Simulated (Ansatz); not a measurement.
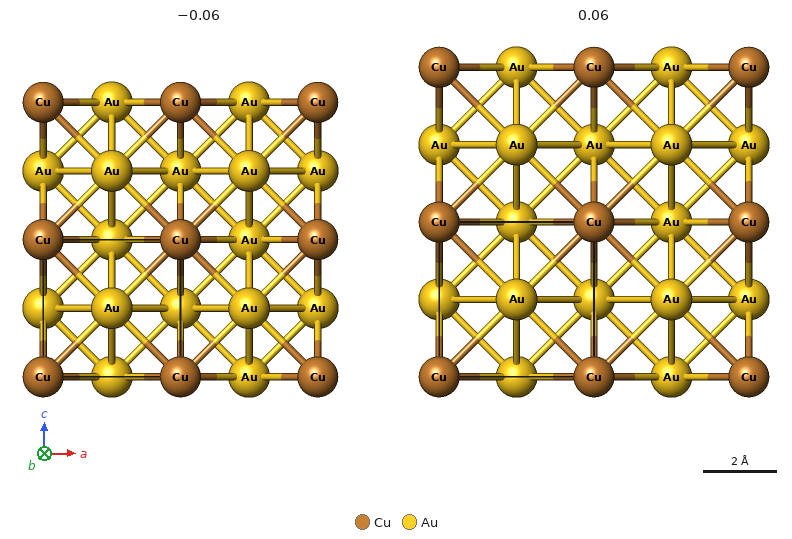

Solid CuAu3 (set up in Pm-3m), under equal strain along all axes (cell held, atoms fixed by symmetry), with energies (extrapolated to zero smearing) counted from the relaxed crystal, which is the row at zero. The picture shows the first and the last member. The picture is a ball-and-stick view of the cell of the calculation, repeated 2 × 1 × 2 with one cell outlined, seen along the b axis.

Computed with Ansatz 0.2.0: DFT r2SCAN, scalar-relativistic, plane waves, PAW. Settings: plane-wave cutoff 500 eV; k-point mesh 14 × 14 × 14; occupations gaussian; smearing width 0.1 eV; no spin polarisation.

```csv
strain,energy (meV/atom),a (Å)
−0.06,334.93,3.770
−0.04,134.17,3.851
−0.02,30.05,3.931
0.0,0.00,4.011
0.02,26.31,4.091
0.04,?,?
0.06,193.44,4.252
```

> Fill in the missing row.

A parabola through three neighbouring rows (0.0, 0.02, 0.06) gives, with Lagrange weights, (−0.3333)(0.00) + (1.0000)(26.31) + (0.3333)(193.44) = 90.78 meV/atom. The calculation gives 94.79 meV/atom (a = 4.171 Å). The estimate is 4.01 meV/atom too low. From the first member to the last: Au–Cu 2.666 → 3.006 Å, Au–Au 2.666 → 3.006 Å.

The whole series:

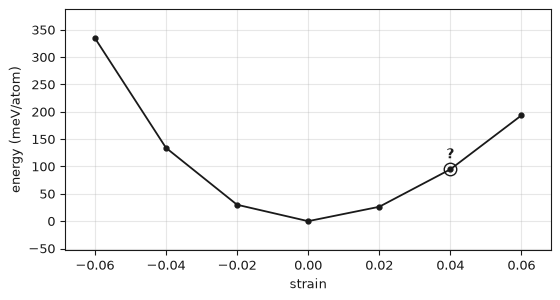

Each member starts from this one structure; whether another phase lies lower wasn't checked.
